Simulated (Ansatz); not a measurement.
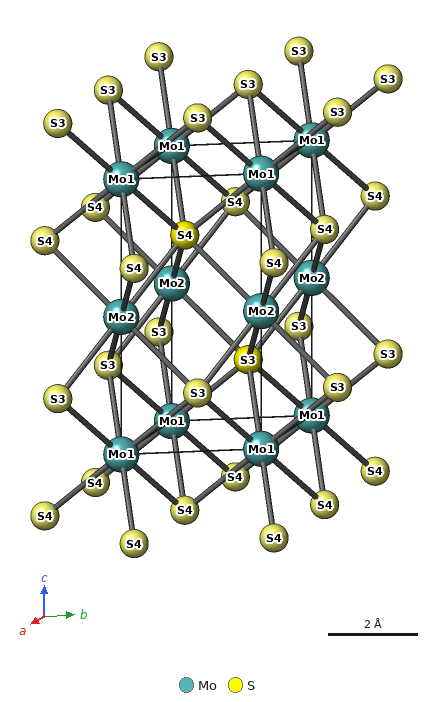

Figure 1. The structure as given in the input (ball-and-stick view of the cell of the calculation, seen slightly off an axis; neighbours outside the cell are drawn fainter; atoms are numbered from 1 in the order of the input). An atom can appear more than once, as a periodic image. Near neighbours in the periodic cell (some may lie outside the picture): Mo has 6 S at 2.44 Å; S has 6 Mo at 2.44 Å.

## What a change does: single-point calculation on MoS

System: MoS (P6₃/mmc, 4 atoms in the cell).
Method of run A: DFT PBEsol, scalar-relativistic, plane waves, PAW, spin-polarised (Ansatz 0.2.0).

The structure was built on a prototype by a generator; it need not be a known phase. Text and figures count atoms from 1; the logs count them from 0 in places.

**Input, run A**
```yaml
crystal:
  lattice:
    - [3.190387841, 0.0, 0.0]
    - [-1.5951939205, 2.7629569182, 0.0]
    - [0.0, 0.0, 6.4037196669]
  atoms:
    - { symbol: Mo, position: [0.0, 0.0, 0.0], spin: 3.5 }
    - { symbol: Mo, position: [0.0, 0.0, 0.5], spin: 3.5 }
    - { symbol: S, position: [0.3333333333, 0.6666666667, 0.25] }
    - { symbol: S, position: [0.6666666667, 0.3333333333, 0.75] }
basis:
  ecutwfc: 420
kpoints:
  mp_grid: { grid: [18, 18, 8] }
hamiltonian:
  xc: pbesol
scf:
  occupations: { method: gaussian, width: 0.1 }
  lower_state_search: "off"
output:
  forces: true
  stress: true
  eigenvalues: true
  populations: true
magnetization:
  spin_polarized: true
```

Launched with:
```bash
ansatz run input.yaml --threads 1 --pin off --max-ram 2560MiB --backend cpu --events-out ev --progress --plain --runs-dir out
```

Hardware: 1 thread of Intel Xeon @ 2.50GHz (Skylake/Cascade Lake), 189 GiB of memory available, shared host.

**Output, shortened to warnings, some set-up lines, iterations and results (run A)**
```
WARN: the starting moments were not kept: the SCF closed with an absolute magnetisation of 4.0e-6 μB, where they sum to 7 μB in size (2 sites). That is at most 0.1 of that sum. Measured as dr2_m measures the in/out step, that magnetisation stands 2.1e-12 eV from none, at or under the dr2_threshold of 1.0e-7 eV: it is no larger than a step whose dr2_m would equal this threshold. The system may …
Basis set: ecut = 420 eV, 1113 PW (Γ), exchange–correlation on 48×48×90 points (8 copies of the dense FFT grid, shifted against one another)
Symmetry: 24 space group operations
k-points: 185 of 2592
Initial density: superposition of atomic densities (chi_scale 0.1, normalization cell)
[...]
SCF iter   1: F=—  HF=-11566.082650 eV  |F-HF|=—  |Δ(HF+E_count)|=         —  Δρ=9.90e-2 (↑9.90e-2 ↓4.78e-2)  dr2=5.23e0  dr2_m=2.28e0  M=2.287 μB ∫|m|=2.390 μB  β_m=0.30  …
SCF iter   2: F=—  HF=-11565.126058 eV  |F-HF|=—  |Δ(HF+E_count)|=   9.57e-1  Δρ=8.17e-2 (↑8.17e-2 ↓5.02e-2)  dr2=1.78e0  dr2_m=2.06e0  M=2.392 μB ∫|m|=2.512 μB  β_m=0.30  …
SCF iter   3: F=—  HF=-11565.500776 eV  |F-HF|=—  |Δ(HF+E_count)|=   3.75e-1  Δρ=6.23e-2 (↑6.23e-2 ↓4.30e-2)  dr2=6.55e-1  dr2_m=1.34e0  M=1.919 μB ∫|m|=2.040 μB  β_m=0.65  …
SCF iter   4: F=—  HF=-11566.546133 eV  |F-HF|=—  |Δ(HF+E_count)|=    1.05e0  Δρ=1.25e-2 (↑1.24e-2 ↓1.25e-2)  dr2=5.14e-3  dr2_m=7.77e-2  M=0.551 μB ∫|m|=0.607 μB  β_m=0.79  …
SCF iter   5: F=—  HF=-11566.627369 eV  |F-HF|=—  |Δ(HF+E_count)|=   8.12e-2  Δρ=2.56e-3 (↑2.47e-3 ↓2.56e-3)  dr2=5.19e-4  dr2_m=3.00e-3  M=0.114 μB ∫|m|=0.127 μB  β_m=0.90  …
SCF iter   6: F=—  HF=-11566.631048 eV  |F-HF|=—  |Δ(HF+E_count)|=   3.68e-3  Δρ=2.94e-4 (↑2.33e-4 ↓2.94e-4)  dr2=4.62e-5  dr2_m=1.56e-5  M=0.001 μB ∫|m|=0.004 μB  β_m=0.95  …
SCF iter   7: F=—  HF=-11566.631058 eV  |F-HF|=—  |Δ(HF+E_count)|=   1.08e-5  Δρ=5.30e-5 (↑4.91e-5 ↓5.30e-5)  dr2=9.83e-7  dr2_m=8.19e-7  M=-0.002 μB ∫|m|=0.002 μB  β_m=0.97  …
SCF iter   8: F=-11566.631060 eV  HF=-11566.631060 eV  |F-HF|=1.92e-9  |Δ(HF+E_count)|=   1.07e-6  Δρ=7.52e-6 (↑7.52e-6 ↓6.72e-6)  dr2=2.47e-8  dr2_m=1.55e-8  M=-0.000 μB …
SCF iter   9: F=-11566.631060 eV  HF=-11566.631060 eV  |F-HF|=1.04e-10  |Δ(HF+E_count)|=   1.67e-8  Δρ=9.02e-7 (↑9.02e-7 ↓8.24e-7)  dr2=4.02e-10  dr2_m=2.28e-10  M=0.000 μB …
SCF iter  10: F=-11566.631060 eV  HF=-11566.631060 eV  |F-HF|=1.27e-11  |Δ(HF+E_count)|=  2.80e-10  Δρ=1.41e-7 (↑1.41e-7 ↓1.16e-7)  dr2=2.32e-11  dr2_m=3.28e-12  M=0.000 μB …
SCF 1 converged in 10 iterations: F = -11566.631060 eV  dr2 = 2.32e-11
SCF converged after 10 iterations
Magnetization: 0.0000 μB (20.0000 up, 20.0000 down)
Absolute magnetization: 0.0000 μB (∫|ρ↑−ρ↓|, with the PAW one-centre terms)
Spin contamination: 0.0000 ħ² per cell (⟨S²⟩ above its minimum at these occupations)
Per-site moments (μB) at R_I (Å): [(1.3487522570700069e-6, 1.0066888861632526), (1.3487522570485801e-6, 1.0066888861632526), (2.0793009244352633e-7, 1.0066888861632526), (2.0793009249895288e-7, 1.0066888861632526)]
Free energy (F): -11566.631060 eV
Harris-Foulkes:  -11566.631060 eV  (|F-HF|=1.27e-11)
Internal energy: -11566.614191 eV  (E = F + TS)
E sigma→0 (E₀):  -11566.622625 eV
Entropy (-TS):   -0.016868 eV (-4.217 meV/atom)
Fermi energy:    18.233223 eV
--- Per-component energies (eV) ---
  E_band       = -98.517105
  E_kinetic    = 1111.360860
  E_local      = -1983.811063  (includes V_loc(G=0)·N_el)
  E_nonlocal   = 347.552600
  E_hartree    = 683.338367
  E_xc         = -562.080147
  E_vxc        = -638.567062  (∫ρ·V_xc dr)
  E_paw        = -7457.281747  (= ΣΔE_a)
  E_vpaw       = -301.729405  (= ΣTr[D̂ρ^β])
  E_aug_tail   = 0.000083  (compensation charges beyond the density's cutoff)
  E_ewald      = -3706.235641
  E_core_change = 0.542497  (= ΣΔE_core)
  E_smearing   = -0.016868  (= −TS)
  E_closure    = -0.000000  (closes the sum)
  Σ components = -11566.631060   (vs F -11566.631060, Δ=0.00e0)
--- Forces (eV/Å), atoms counted from 1 ---
  atom   1  Mo    -0.00000000     0.00000000     0.00000000
  atom   2  Mo    -0.00000000    -0.00000000     0.00000000
  atom   3  S     -0.00000000    -0.00000000     0.00000000
  atom   4  S      0.00000000     0.00000000     0.00000000
  max |Σ_I F_I| component: 5.24e-31 eV/Å
--- Stress (GPa, compression-positive) ---
       -0.000509       0.000000       0.000000
        0.000000      -0.000509       0.000000
        0.000000       0.000000       0.001641
  P = ⅓ Tr σ = 0.0002 GPa (0.002 kbar)
--- Löwdin populations: 4 sites ---
  site symbol       q [e]    m [muB]
     0     Mo     13.9483     0.0000
     1     Mo     13.9483     0.0000
     2      S      5.8657     0.0000
     3      S      5.8657     0.0000
  spilling = 0.009302 (of n_electrons = 40.000000)
```

For run B the input was changed thus:
```diff
-  ecutwfc: 420
+  ecutwfc: 500
-  xc: pbesol
+  xc: r2scan
```

Predict how the results change.

The total energies belong to different methods, so their difference says nothing on which is more stable or more accurate. The pressure goes from 0.00 to 6.18 GPa. The functional changes from PBEsol to r2SCAN. The SCF takes 18 iterations against 10. The plane waves at Γ go from 1113 to 1409. On the same kind of shared host run B took about 3.7 times as long.

**Output, shortened to warnings, some set-up lines, iterations and results (run B)**
```
WARN: the starting moments were not kept: the SCF closed with an absolute magnetisation of 8.1e-6 μB, where they sum to 7 μB in size (2 sites). That is at most 0.1 of that sum. Measured as dr2_m measures the in/out step, that magnetisation stands 1.1e-11 eV from none, at or under the dr2_threshold of 1.0e-7 eV: it is no larger than a step whose dr2_m would equal this threshold. The system may …
Basis set: ecut = 500 eV, 1409 PW (Γ), exchange–correlation on 96×96×192 points (64 copies of the dense FFT grid, shifted against one another)
Symmetry: 24 space group operations
k-points: 185 of 2592
Initial density: superposition of atomic densities (chi_scale 0.1, normalization cell)
[...]
SCF iter   1: F=-11744.779654 eV  HF=-11747.203730 eV  |F-HF|=2.42e0  |Δ(HF+E_count)|=         —  Δρ=8.48e-2 (↑8.48e-2 ↓4.07e-2)  dr2=4.72e0  dr2_τ=2.69e-1  dr2_m=1.53e0  …
SCF iter   2: F=-11746.354143 eV  HF=-11746.247762 eV  |F-HF|=1.06e-1  |Δ(HF+E_count)|=   9.56e-1  Δρ=6.79e-2 (↑6.79e-2 ↓4.01e-2)  dr2=1.78e0  dr2_τ=1.32e-2  dr2_m=1.30e0  …
SCF iter   3: F=-11747.356076 eV  HF=-11747.229805 eV  |F-HF|=1.26e-1  |Δ(HF+E_count)|=   9.82e-1  Δρ=4.57e-2 (↑4.57e-2 ↓2.68e-2)  dr2=7.63e-1  dr2_τ=1.46e-2  dr2_m=5.70e-1  …
SCF iter   4: F=-11748.259427 eV  HF=-11748.095200 eV  |F-HF|=1.64e-1  |Δ(HF+E_count)|=   8.65e-1  Δρ=1.03e-2 (↑1.03e-2 ↓9.43e-3)  dr2=5.53e-2  dr2_τ=5.04e-3  dr2_m=2.12e-2  …
SCF iter   5: F=-11748.307745 eV  HF=-11748.210077 eV  |F-HF|=9.77e-2  |Δ(HF+E_count)|=   1.15e-1  Δρ=5.74e-3 (↑5.74e-3 ↓5.42e-3)  dr2=2.81e-2  dr2_τ=7.64e-4  dr2_m=1.81e-3  …
[... 9 lines ...]
SCF iter  15: F=-11748.333718 eV  HF=-11748.333718 eV  |F-HF|=1.46e-8  |Δ(HF+E_count)|=   1.13e-7  Δρ=2.44e-6 (↑2.44e-6 ↓2.02e-6)  dr2=5.43e-9  dr2_τ=6.46e-11  dr2_m=1.94e-10 …
SCF iter  16: F=-11748.333718 eV  HF=-11748.333718 eV  |F-HF|=3.28e-9  |Δ(HF+E_count)|=   1.35e-8  Δρ=1.23e-6 (↑1.23e-6 ↓9.57e-7)  dr2=8.37e-10  dr2_τ=2.28e-11  …
SCF iter  17: F=-11748.333718 eV  HF=-11748.333718 eV  |F-HF|=1.54e-9  |Δ(HF+E_count)|=   2.50e-9  Δρ=5.09e-7 (↑5.09e-7 ↓3.82e-7)  dr2=1.35e-10  dr2_τ=6.04e-12  …
SCF iter  18: F=-11748.333718 eV  HF=-11748.333718 eV  |F-HF|=5.51e-10  |Δ(HF+E_count)|=   1.08e-9  Δρ=2.23e-7 (↑2.23e-7 ↓1.94e-7)  dr2=4.12e-11  dr2_τ=1.22e-12  …
SCF 1 converged in 18 iterations: F = -11748.333718 eV  dr2 = 4.12e-11
this state was not tested for a lower state beside it, because the mixer in use, unlike msr1, does not test its closes by its own steps (another_mixer; see scf.mixing.algorithm and scf.lower_state_search)
SCF converged after 18 iterations
Magnetization: 0.0000 μB (20.0000 up, 20.0000 down)
Absolute magnetization: 0.0000 μB (∫|ρ↑−ρ↓|, with the PAW one-centre terms)
Spin contamination: 0.0000 ħ² per cell (⟨S²⟩ above its minimum at these occupations)
Per-site moments (μB) at R_I (Å): [(2.8471724687031937e-6, 1.0066888861632526), (2.8471724686837658e-6, 1.0066888861632526), (7.284004340011219e-8, 1.0066888861632526), (7.284004338813145e-8, 1.0066888861632526)]
Free energy (F): -11748.333718 eV
Harris-Foulkes:  -11748.333718 eV  (|F-HF|=5.51e-10)
Internal energy: -11748.318472 eV  (E = F + TS)
E sigma→0 (E₀):  -11748.326095 eV
Entropy (-TS):   -0.015246 eV (-3.812 meV/atom)
Fermi energy:    18.394384 eV
--- Per-component energies (eV) ---
  E_band       = -124.345415
  E_kinetic    = 1111.098175
  E_local      = -1978.944051  (includes V_loc(G=0)·N_el)
  E_nonlocal   = 343.389526
  E_hartree    = 683.401862
  E_xc         = -545.191121
  E_vxc        = -708.014805  (∫ρ·V_xc dr)
  E_paw        = -7655.175296  (= ΣΔE_a)
  E_vpaw       = -301.460290  (= ΣTr[D̂ρ^β])
  E_aug_tail   = 0.000014  (compensation charges beyond the density's cutoff)
  E_vtau       = 42.782176  (kinetic-family band-sum trace: ∫τ·v_τ [+ j·A + Jᵃ·Aᵃ] dr)
  E_ewald      = -3706.235641
  E_core_change = -0.661941  (= ΣΔE_core)
  E_smearing   = -0.015246  (= −TS)
  E_closure    = 0.000000  (closes the sum)
  Σ components = -11748.333718   (vs F -11748.333718, Δ=0.00e0)
--- Forces (eV/Å), atoms counted from 1 ---
  atom   1  Mo     0.00000000    -0.00000000     0.00000000
  atom   2  Mo     0.00000000    -0.00000000     0.00000000
  atom   3  S      0.00000000    -0.00000000     0.00000000
  atom   4  S     -0.00000000     0.00000000     0.00000000
  max |Σ_I F_I| component: 1.05e-30 eV/Å
--- Stress (GPa, compression-positive) ---
        6.730284      -0.000000       0.000000
        0.000000       6.730284       0.000000
        0.000000       0.000000       5.082096
  P = ⅓ Tr σ = 6.1809 GPa (61.809 kbar)
--- Löwdin populations: 4 sites ---
  site symbol       q [e]    m [muB]
     0     Mo     13.9116     0.0000
     1     Mo     13.9116     0.0000
     2      S      5.9117     0.0000
     3      S      5.9117     0.0000
  spilling = 0.008832 (of n_electrons = 40.000000)
```

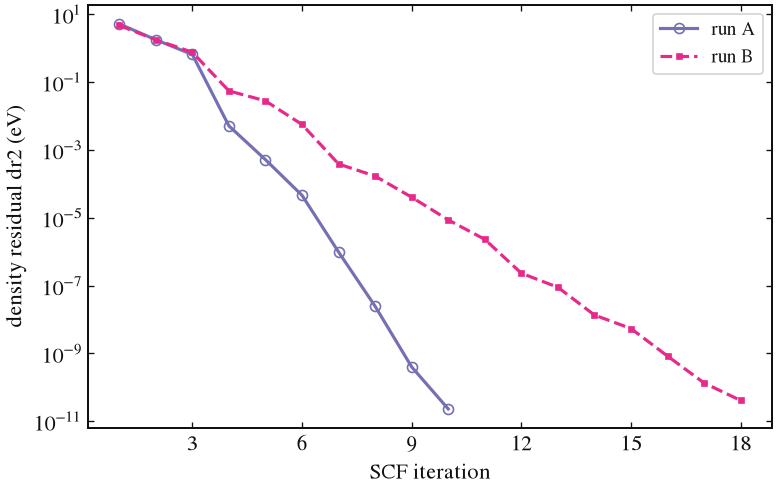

Figure 2. Convergence of the two runs: density residual dr2 against the SCF iteration. Run A takes 10 iterations in all, and run B takes 18.

**The two runs side by side**

| quantity | run A | run B |
| --- | --- | --- |
| outcome | converged | converged |
| free energy per atom (eV) | −2891.6578 | −2937.0834 |
| energy per atom, smearing taken to zero (eV) | −2891.6557 | −2937.0815 |
| gap on the mesh (eV) | 0.00 | 0.00 |
| net moment of the cell (μB) | 0.00 | 0.00 |
| absolute moment of the cell (μB) | 0.00 | 0.00 |
| pressure (GPa) | 0.00 | 6.18 |
| largest force (eV/Å) | 0.000 | 0.000 |
| SCF iterations | 10 | 18 |
| irreducible k-points | 185 | 185 |
| plane waves at Γ | 1113 | 1409 |
| wall time (shared host) | 88 s | 5.4 min |

For run A: Warnings: some starting moments were not kept. For run B: The electronic state found may not be the lowest one. Warnings: some starting moments were not kept; the state was not tested for a lower one. The cell is under a pressure of 6.2 GPa at this level, so it is not at its equilibrium volume.
